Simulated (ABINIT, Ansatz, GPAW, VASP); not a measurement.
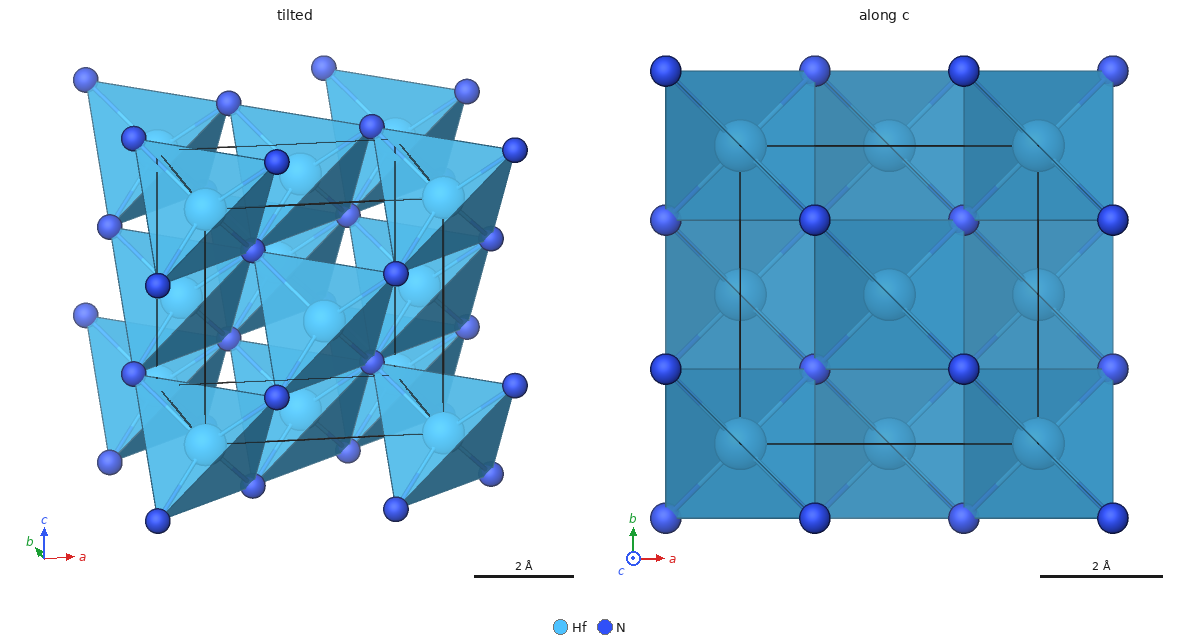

HfN, zinc blende type, space group F-43m (No. 216), a = 4.910 Å, b = 4.910 Å, c = 4.910 Å, α = 90.00°, β = 90.00°, γ = 90.00° (14.79 Å³/atom). Shown here is a polyhedral view of the crystal, taken slightly off an axis and along the c axis. The conventional unit cell is outlined; an atom on or near a face, edge or corner is repeated at each equivalent position. A few atoms beyond the faces are included. The cell is a structure listed in the Materials Project. It needn't be the stable form of this composition.

The cell was scaled uniformly, at fixed shape and fractional positions, in four programs or potential sets. Alike in all runs: functional PBE; k mesh 9 × 9 × 9 on the run's cell of 2 atoms; occupations fermi-dirac, width 0.05 eV; no spin polarisation; no spin-orbit coupling.

Energies from GPAW (PAW data 1.2.1):

```tsv
volume (Å³/atom)	E − E(lowest point) (meV/atom)
13.906	48.09
14.201	23.32
14.497	7.65
14.793	0.11
15.089	0.00
15.385	6.67
15.681	19.35
```

What equilibrium volume and bulk modulus do these points give?

Answer. V0 = 14.94 Å³/atom (a0 = 4.926 Å), B0 = 193 GPa and B0′ = 4.0. V0 lies 1.0 % above the volume of the cell as given.

The same fit in all programs:

| program | V0 (Å³/atom) | a0 (Å) | B0 (GPa) | B0′ |
| --- | --- | --- | --- | --- |
| GPAW (PAW data 1.2.1) | 14.94 | 4.926 | 193 | 4.0 |
| Ansatz (Ansatz PAW soft_1) | ? | ? | ? | ? |
| VASP (PBE potentials, release 64 Hf_pv, N) | 14.77 | 4.908 | 194 | 4.1 |
| ABINIT (JTH PAW PBE v2.0) | 14.82 | 4.912 | 193 | 4.2 |

Estimate the row of Ansatz (Ansatz PAW soft_1).

Answer. V0 = 14.85 Å³/atom, a0 = 4.916 Å, B0 = 189 GPa and B0′ = 4.0. The other rows span 14.77 to 14.94 Å³/atom and 193 to 194 GPa.

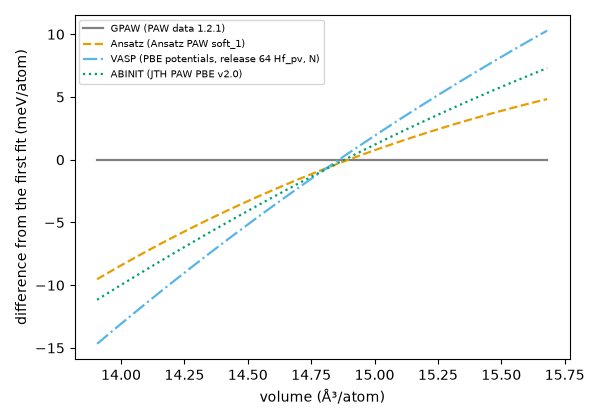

Each fitted curve, counted from its own minimum, less that of GPAW (PAW data 1.2.1). With one functional throughout, the spread comes from potentials, basis sets and numerical settings; B0′ is uncertain by a few tenths over so narrow a range.
